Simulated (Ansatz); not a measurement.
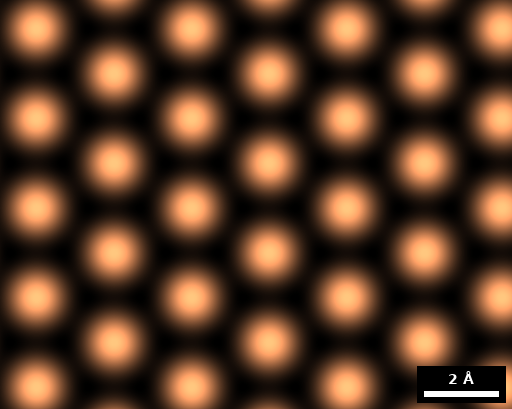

An image along [111] of one of the structures below (computed or model cells, partly hypothetical, each in its standard cell). Simulation: incoherent imaging, intensity Z^1.7 per atom, probe width 1.30 Å, thin sample. The probe carries 25 % of its weight in a tail 2.5 times as wide.

A. Sn
Space group Pm-3n (No. 223). a = 6.344 Å, b = 6.344 Å, c = 6.344 Å, α = 90.00°, β = 90.00°, γ = 90.00°
```
atom  site  symmetry       x       y       z
  Sn    2a      m-3.  0.0000  0.0000  0.0000
  Sn    6c     -4m.2  0.2500  0.0000  0.5000
```

B. Sn
Space group P6_3/mmc (No. 194). a = 3.411 Å, b = 3.411 Å, c = 5.668 Å, α = 90.00°, β = 90.00°, γ = 120.00°
| atom | site | symmetry | x | y | z |
| --- | --- | --- | --- | --- | --- |
| Sn | 2c | -6m2 | 0.3333 | 0.6667 | 0.2500 |

C. Sn
Space group Pm-3m (No. 221). a = 3.001 Å, b = 3.001 Å, c = 3.001 Å, α = 90.00°, β = 90.00°, γ = 90.00°
| atom | site | symmetry | x | y | z |
| --- | --- | --- | --- | --- | --- |
| Sn | 1a | m-3m | 0.0000 | 0.0000 | 0.0000 |

D. Sn
Space group P6_3/mmc (No. 194). a = 3.508 Å, b = 3.508 Å, c = 11.552 Å, α = 90.00°, β = 90.00°, γ = 120.00°
| atom | site | symmetry | x | y | z |
| --- | --- | --- | --- | --- | --- |
| Sn | 2a | -3m. | 0.0000 | 0.0000 | 0.0000 |
| Sn | 2c | -6m2 | 0.3333 | 0.6667 | 0.2500 |

Which of them gives this image?

Answer. C, Sn. Along [111] the projected cells are A 5.18 × 5.18 Å, 120°; B 2.92 × 3.30 Å, 116°; C 2.45 × 2.45 Å, 120°; D 3.36 × 3.47 Å, 119°. The image repeats as C does.

Structure C: a calculation's starting geometry; the starting structure was generated, so it need not be a known form of this composition.
